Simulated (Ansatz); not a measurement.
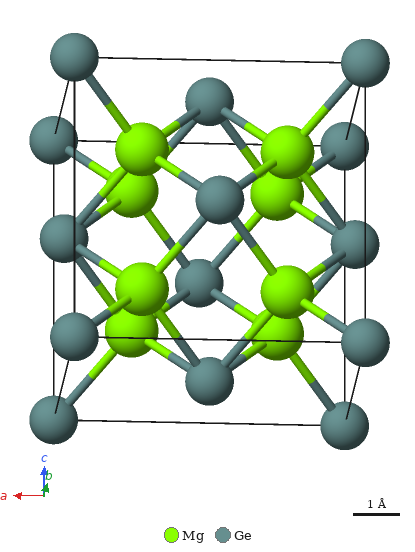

This is a symmetric starting cell of Mg2Ge. The picture is a ball-and-stick view of the conventional cell (4 times the calculation's cell), seen from a free direction. Lengths and directions refer to the drawn axes.

Computed with DFT PBEsol, scalar-relativistic, plane waves, PAW in Ansatz. (plane-wave cutoff 420 eV; k-point mesh 10 × 10 × 10; occupations gaussian; smearing width 0.05 eV; no spin polarisation)

Now this is done to it. All lengths are scaled by +1.5 % (volume +4.7 %), the atoms keeping their fractional coordinates. No relaxation follows. The starting cell wasn't computed here and needn't be at equilibrium, so pressure and forces aren't due to the change alone.

Input file:
```yaml
crystal:
  lattice:
    - [0.0, 3.2377917, 3.2377917]
    - [3.2377917, 0.0, 3.2377917]
    - [3.2377917, 3.2377917, 0.0]
  atoms:
    - { symbol: Mg, position: [0.25, 0.25, 0.25] }
    - { symbol: Mg, position: [0.75, 0.75, 0.75] }
    - { symbol: Ge, position: [0.0, 0.0, 0.0] }
basis:
  ecutwfc: 420
kpoints:
  mp_grid: { grid: [10, 10, 10] }
hamiltonian:
  xc: pbesol
scf:
  occupations: { method: gaussian, width: 0.05 }
output:
  forces: true
  stress: true
  eigenvalues: true
```

Command:
```bash
ansatz run input.yaml --threads 1 --pin off --max-ram 1331MiB --backend cpu --events-out ev --progress --plain --runs-dir out
```

### What is the effect?

Near-neighbour distances before and after: Ge–Mg 2.762 → 2.804 Å. The space group stays Fm-3m (No. 225). The pressure is −2.5 GPa (not all of it need come from the change, since the unchanged cell can be under pressure at this level too). All forces vanish by symmetry.

Drawn alike, the variant:

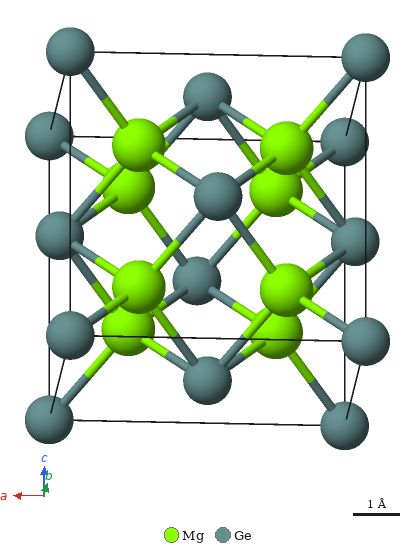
